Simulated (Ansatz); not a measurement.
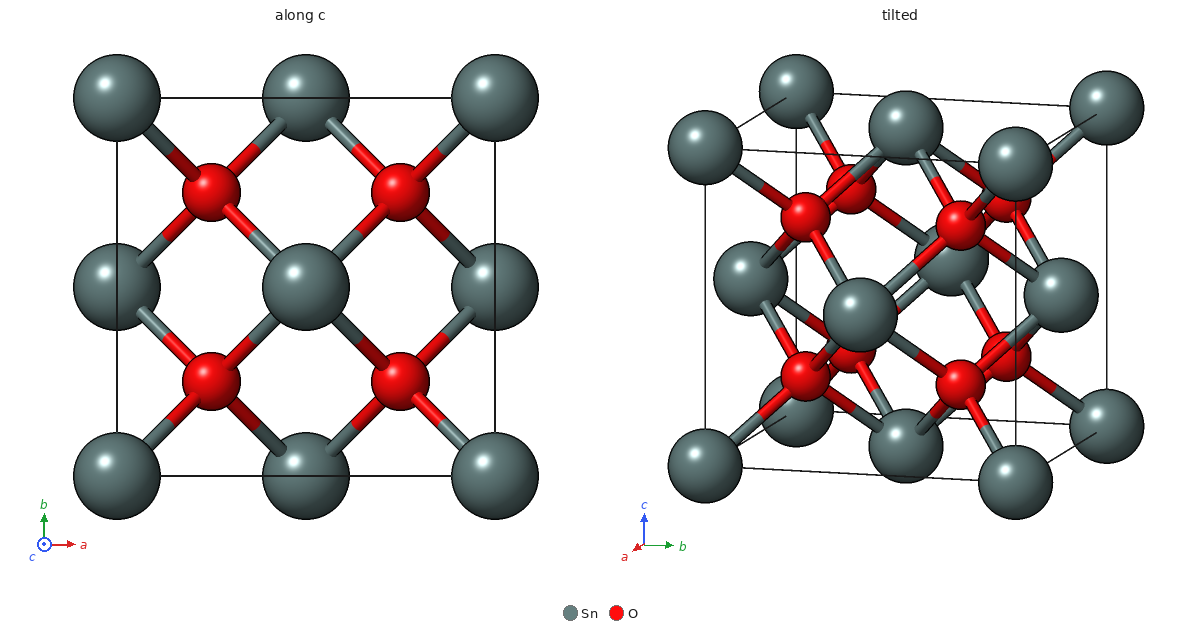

Ball-and-stick representation of a periodic structure, projected along the c axis and slightly off an axis. The parallelepiped is the conventional unit cell.

SnO2, space group Fm-3m (No. 225), a = 5.00 Å, b = 5.00 Å, c = 5.00 Å, α = 90.00°, β = 90.00°, γ = 90.00°.

Setup: DFT PBEsol, scalar-relativistic, plane waves, PAW in Ansatz 0.2.0; cutoff 420 eV, k-points about 0.16 Å⁻¹ apart, Gaussian smearing of 0.1 eV, no spin polarisation.

### Is the electronic structure metallic or gapped?

A semiconductor at this level, with a gap of 0.61 eV on the k-mesh (the true edges may lie between mesh points, so the gap can be somewhat smaller).

### Give the pressure and its sign.

The computed pressure is 11.8 GPa (compressed: it would expand).

Origin of the cell: a structure listed in the Materials Project. The cell was then strained or its atoms displaced on purpose. An electronic-structure calculation with Ansatz was run on it.

At this level of theory the cell isn't at rest (compressed, at 12 GPa), so its distances can differ from those at equilibrium, the more so the softer the solid.
